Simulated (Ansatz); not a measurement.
Ru (P6/mmm, No. 191): the end point of a relaxation with DFT r2SCAN, scalar-relativistic, plane waves, PAW in Ansatz; the starting structure was generated, so it need not be a known form of this composition.

```cif
data_structure
_symmetry_space_group_name_H-M 'P6/mmm'
_symmetry_Int_Tables_number 191
_cell_length_a 2.6719
_cell_length_b 2.6719
_cell_length_c 2.3848
_cell_angle_alpha 90.000
_cell_angle_beta 90.000
_cell_angle_gamma 120.000
_cell_volume 14.74
loop_
_atom_site_label
_atom_site_type_symbol
_atom_site_symmetry_multiplicity
_atom_site_Wyckoff_symbol
_atom_site_fract_x
_atom_site_fract_y
_atom_site_fract_z
_atom_site_occupancy
Ru1 Ru 1 a 0.00000 0.00000 0.00000 1
```

**What will a HAADF-like image along [001] show? Simulated incoherent Z contrast: every atom adds Z^1.7 spread by a probe of 1.30 Å full width; channelling and multiple scattering are left out. The probe carries 15 % of its weight in a tail 2.5 times as wide. Shot noise, a slight drift and the speckle of an amorphous layer were added.**

The columns repeat on a hexagonal net with a repeat of 2.67 Å (plane group p6mm). All columns are alike (Ru). The shortest distance between visible columns is 2.67 Å in projection. Along the beam the structure repeats every 2.38 Å.

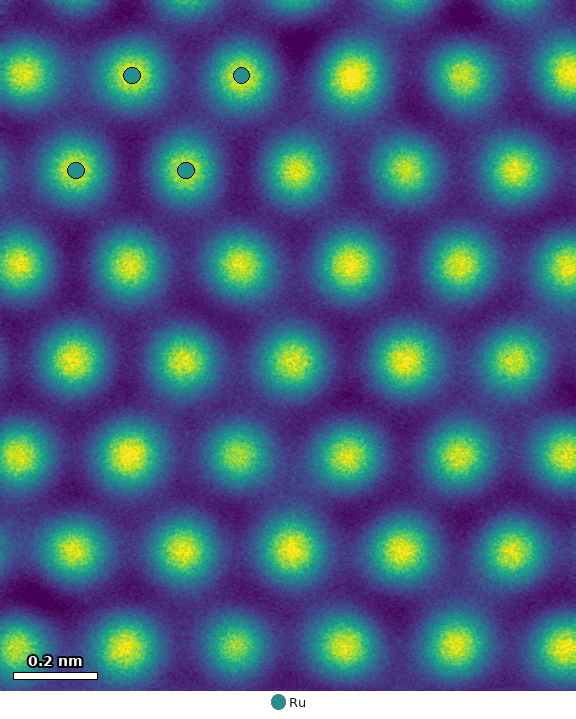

The simulated image, with the columns of the model marked in one corner.
